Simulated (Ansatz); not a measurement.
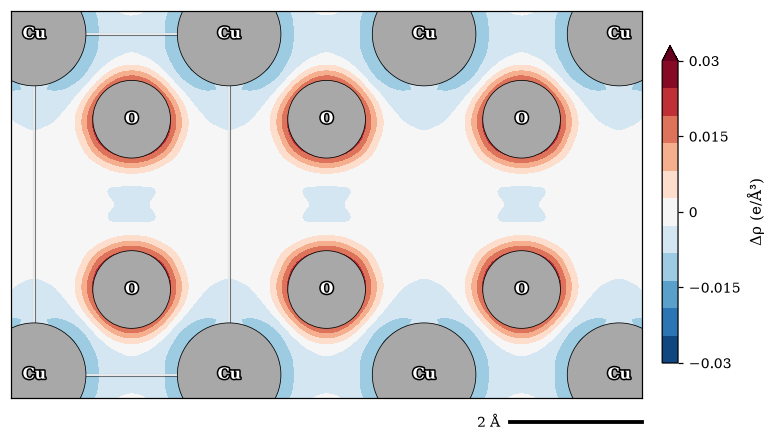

CuO. Difference of the valence pseudo-densities of two functionals at the same geometry, on the (010) plane of the calculation cell: PBE less LDA.

Both computed with Ansatz (plane waves, PAW), on the same k-point mesh. Grey discs cover the atomic cores.

```
CELL_PARAMETERS angstrom
2.08215 -2.08794 0.00000
2.08215 2.08794 0.00000
0.00000 0.00000 5.15126
ATOMIC_POSITIONS crystal
Cu 0.00000 0.50000 0.00000
Cu 0.50000 0.00000 0.50000
O 0.50000 0.50000 0.25000
O 0.50000 0.50000 0.75000
```

### Where does the change of functional move the electrons?

Against LDA, PBE gives less density around Cu (−0.005 e/Å³ on average at 1.0 Å from the nucleus), more density around O (+0.008 e/Å³ on average at 0.7 Å from the nucleus) and a change of −0.009 e/Å³ at the midpoint of Cu–O.
